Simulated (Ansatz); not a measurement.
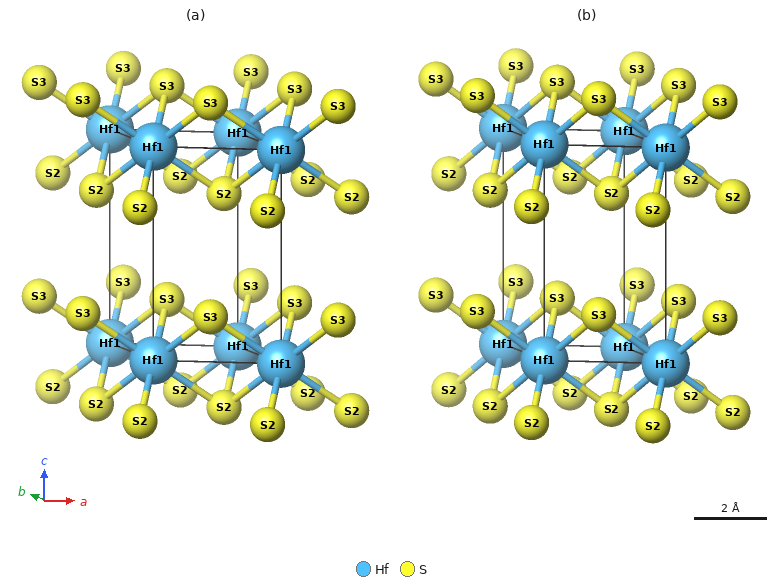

Left: a crystal of HfS$_{2}$ (set up in P-3m1) in its unrelaxed database cell. Right: the same structure after one change, at the same scale. The picture is a ball-and-stick view of the cell of the calculation, seen slightly off an axis.

All numbers below come from Ansatz 0.2.0, DFT PBE, scalar-relativistic, plane waves, PAW. Set-up: plane-wave cutoff 420 eV; k-point mesh 9 × 9 × 6; occupations gaussian; smearing width 0.02 eV; no spin polarisation.

What distinguishes the right structure from the left one?

Answer. The cell is strained by +1.0 % along c and −5.0 % across it (volume −8.8 %) and the S atoms are displaced by 0.04 Å relative to the cell: S3 0.04 Å along +c. No relaxation follows.

And its effect?

Answer. Energy change: +80.4 meV per atom. The pressure goes from 1.9 to 10.6 GPa. The principal stresses (compression positive) are 6.0 GPa along c and 12.9 GPa across it. The largest forces, 0.65 eV/Å, act on S2 and S3; on S2 it points along −c. The forces point along the displacements, not back (a soft direction, or forces left over where the reference was relaxed at another level) (cosine 1.00). The gap on the k-mesh: 1.21 eV before, 0.57 eV after. Some distances before and after: Hf–S 2.541 → 2.486 Å. The space group stays P-3m1 (No. 164).
